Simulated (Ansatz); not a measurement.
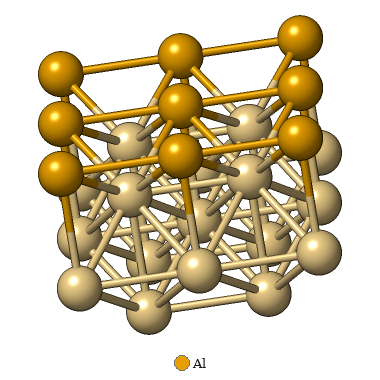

The system is Cu on an Al(110) slab cut from the Fm-3m phase, its upper half relaxed before the scan (16 atoms of substrate and one adsorbate in a 2 × 2 cell); the picture shows it without the atoms that are moved over the map. Cu is moved over the surface cell at a fixed height above a rigid substrate; the origin of the map has the adsorbate above Al13; the height is held at 2.80 Å. Places are given modulo a cell vector. The map is drawn in real space over the plane of the surface. The scan uses a 4 × 4 grid; 9 points were computed and 7 follow by symmetry. Places are given in fractions of the 1 × 1 surface cell. Energies: meV, counted from the lowest grid point. The runs have no spin polarisation, so an open-shell adsorbate far from the surface lies too high. At a fixed height the lowest place need not be the adsorption site. Method: DFT PBE+D3(BJ), scalar-relativistic, plane waves, PAW in Ansatz. Settings: cutoff 420 eV, k-mesh 5×4×1, gaussian smearing 0.1 eV, no spin polarisation.

Range: position of Cu17 along the first surface vector from 0.00 to 0.75; position of Cu17 along the second surface vector from 0.00 to 0.75.

What landscape does the calculation give?

The lowest grid point is at the top site over a surface Al atom, (0/4, 0/4) of the cell vectors. The highest grid point, a fourfold hollow over a second-layer Al atom, (2/4, 2/4) of the cell vectors, lies 382 meV above the lowest. At the lowest point the adsorbate has 1 Al at 2.80 Å as nearest neighbours, at the highest 4 Al at 3.71 Å.

```tsv
second ↓, first →	0/4	1/4	2/4	3/4
3/4	134	174	219	174
2/4	293	336	382	336
1/4	134	174	219	174
0/4	0	35	70	35
```

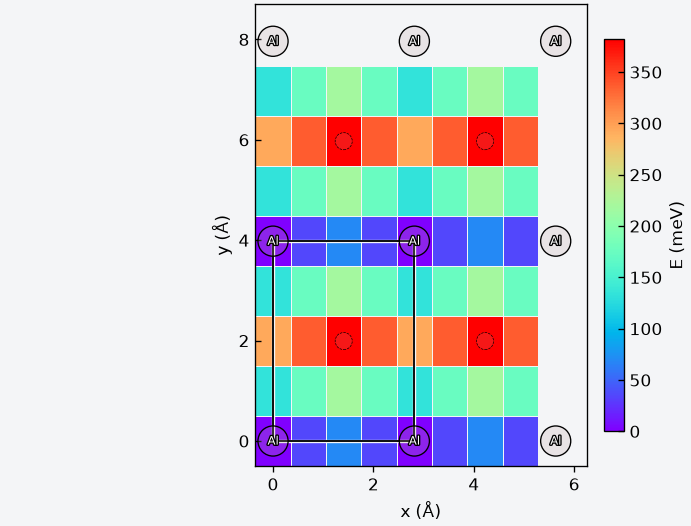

Drawn: one coloured cell a grid point, labelled circles for the atoms of the top layer and small ones for the second layer, the outline of one cell of the 2 × 2 shown.

Each point was launched as `ansatz run input.yaml --threads 1 --pin off --max-ram 3072MiB --backend cpu --events-out ev --progress --plain --runs-dir out`. Time for the 9 points that were run: 7.4 min on 1 thread of Arm Neoverse V2, with other jobs on the host.

PAW datasets: the set soft_1.
